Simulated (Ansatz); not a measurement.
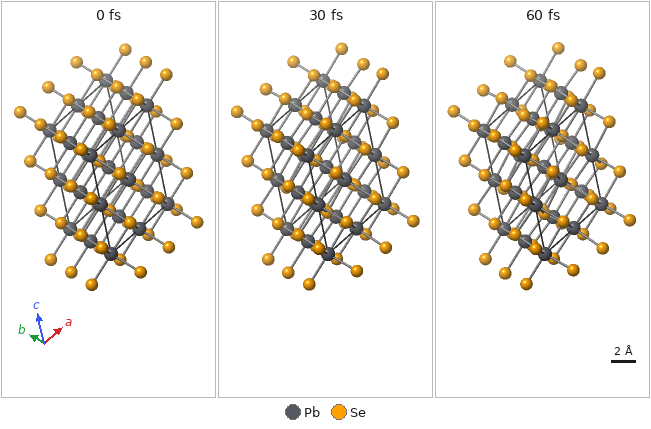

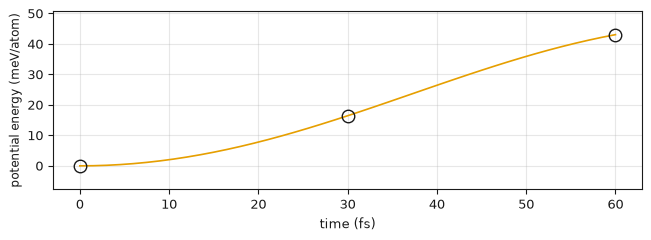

First-principles dynamics of a 16-atom cell of PbSe (built on the measured structure type), 60 fs long. Frames and the history of the run. The picture is a ball-and-stick view of the reduced simulation cell, seen slightly off an axis. Bonds to atoms that aren't drawn are left out. Lengths and directions refer to the drawn axes.

All numbers below come from DFT, PBE, plane waves, PAW in Ansatz. Run with plane-wave cutoff 420 eV; k-point mesh 2 × 2 × 2; Fermi-Dirac smearing 0.052 eV; constant energy (NVE); velocities drawn for 600 K; time step 1.5 fs.

The input:
```yaml
crystal:
  lattice:
    - [0.0, 6.139378729, 6.139378729]
    - [6.139378729, 0.0, 6.139378729]
    - [6.139378729, 6.139378729, 0.0]
  atoms:
    - { symbol: Pb, position: [0.0, 0.0, 0.0] }
    - { symbol: Se, position: [0.25, 0.25, 0.25] }
    - { symbol: Pb, position: [0.0, 0.0, 0.5] }
    - { symbol: Se, position: [0.25, 0.25, 0.75] }
    - { symbol: Pb, position: [0.0, 0.5, 0.0] }
    - { symbol: Se, position: [0.25, 0.75, 0.25] }
    - { symbol: Pb, position: [0.0, 0.5, 0.5] }
    - { symbol: Se, position: [0.25, 0.75, 0.75] }
    - { symbol: Pb, position: [0.5, 0.0, 0.0] }
    - { symbol: Se, position: [0.75, 0.25, 0.25] }
    - { symbol: Pb, position: [0.5, 0.0, 0.5] }
    - { symbol: Se, position: [0.75, 0.25, 0.75] }
    - { symbol: Pb, position: [0.5, 0.5, 0.0] }
    - { symbol: Se, position: [0.75, 0.75, 0.25] }
    - { symbol: Pb, position: [0.5, 0.5, 0.5] }
    - { symbol: Se, position: [0.75, 0.75, 0.75] }
kpoints:
  mp_grid: { grid: [2, 2, 2] }
hamiltonian:
  xc: pbe
scf:
  occupations: { method: fermi_dirac, width: 0.052 }
md:
  ensemble: nve
  temperature: 600
  timestep: 1.5
  n_steps: 40
  initial_velocities: maxwell_boltzmann
  seed: 9739
```

Launched with:
```bash
ansatz run input.yaml --threads 4 --pin off --max-ram 3686MiB --backend cpu --events-out ev --progress --plain --runs-dir out
```

### What do the frames and curves show?

Root-mean-square distances from the starting positions over the second half, with the common drift of all atoms taken out: Se 0.15 Å, Pb 0.12 Å. The run lasts only 60 fs, too short to tell vibration from diffusion. The mean temperature in the second half is 346 K (standard deviation 68 K). The potential energy is still drifting at the end, so the run hasn't reached equilibrium. The potential energy in the second half lies on average 30.8 meV per atom above the first frame. The total energy stays between −6.3e−05 and 0.0099 meV per atom of its start. A straight-line fit has a slope that amounts to +0.011 meV per atom over 60 fs (under 0.1 % of the mean kinetic energy), its mean offset in the second half is under 0.1 %, and the ripple about the line is under 0.1 % of the kinetic energy's fluctuation. With a drift under 2 % and a ripple under 7 %, the integration is accurate.
